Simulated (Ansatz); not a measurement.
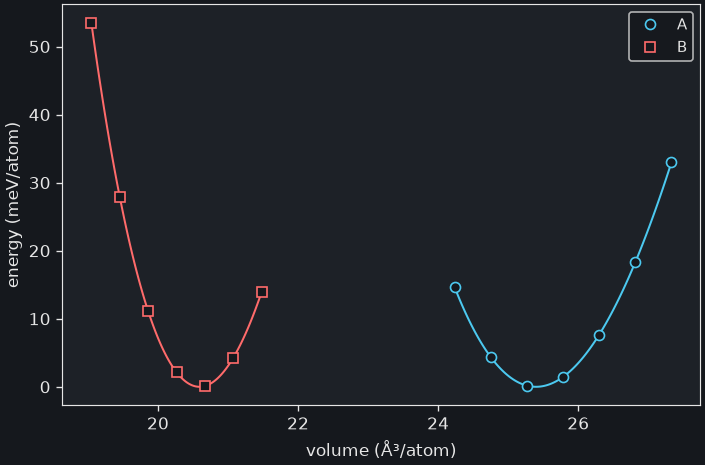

The figure compares two calculations of the energy against volume, each curve from its own zero. The first is for ZrSe₂, space group P-3m1 (No. 164).

The cell holds 3 atoms.

Calculation (Ansatz 0.2.0): all-electron LAPW DFT, no spin polarisation; energies at scaled volumes of the given cell, shape and fractions fixed, counted from the fit's minimum, third-order Birch-Murnaghan fit. Level: PBEsol.

- k mesh: 8×8×5
- occupations: Fermi–Dirac
- smearing width: 0.05 eV
- potentials: all electron LAPW, scalar relativistic
- program settings: basis error eV/atom 0.001

In the second, Zr is replaced by Pt on all its sites, which gives PtSe₂ in the same structure.

Q: Which of A and B is the second calculation, and what did the change do?

A: B. The equilibrium volume falls from 25.40 to 20.59 Å³/atom (−19 %) and the bulk modulus rises from 81.4 to 127.0 GPa (+56 %).

For ZrSe₂, limits of the calculation: shape and atomic fractions are frozen while scaling, which makes layered, chain and framework solids too stiff.

For PtSe₂, limits of the calculation: spin-orbit coupling left out, heavy elements; shape and atomic fractions are frozen while scaling, which makes layered, chain and framework solids too stiff.

V0 and the bulk modulus come from third-order Birch–Murnaghan fits.
